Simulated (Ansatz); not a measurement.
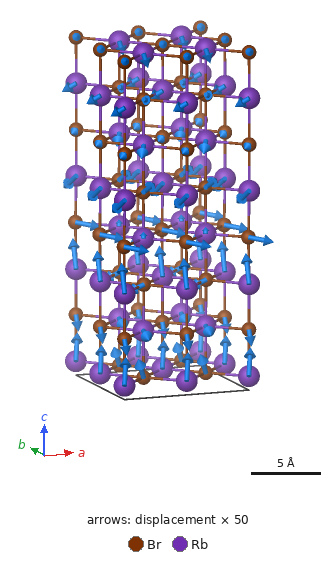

This is a relaxation of a slab of composition Br$_{8}$Rb$_{8}$. The starting structure is drawn; blue arrows show the displacements, 50 times their true length.

The picture is a ball-and-stick view of the 2 × 2 repeat of the cell, outlined in the plane, without the vacuum, seen slightly off an axis.

Computed with Ansatz 0.2.0, DFT, PBEsol, PAW, plane waves. Settings: plane-wave cutoff 420 eV; k-point mesh 6 × 6 × 1; no spin polarisation; atoms relaxed in a fixed cell; force threshold 0.03 eV/Å; at most 80 steps.

What happened in the run?

Over 2 geometry steps the energy falls by 12.8 meV per cell of the calculation. Largest force component: 0.11 eV/Å at the start, 0.0061 eV/Å at the end. The atom that moves furthest relative to the layer's centre is a Rb atom (0.048 Å at 30° to the normal (+c side)). By element the largest moves are Rb 0.048 Å, Br 0.038 Å. The cell doesn't change. Among the contacts that change: Br–Rb 3.363 → 3.428 Å, Br–Rb 3.445 → 3.384 Å, Br–Rb 3.476 → 3.427 Å, Br–Rb 3.383 → 3.423 Å. The run took 3.7 s on 1 × NVIDIA GB200 with 8 threads of Arm Neoverse-V2, peak memory 1.9 GiB.
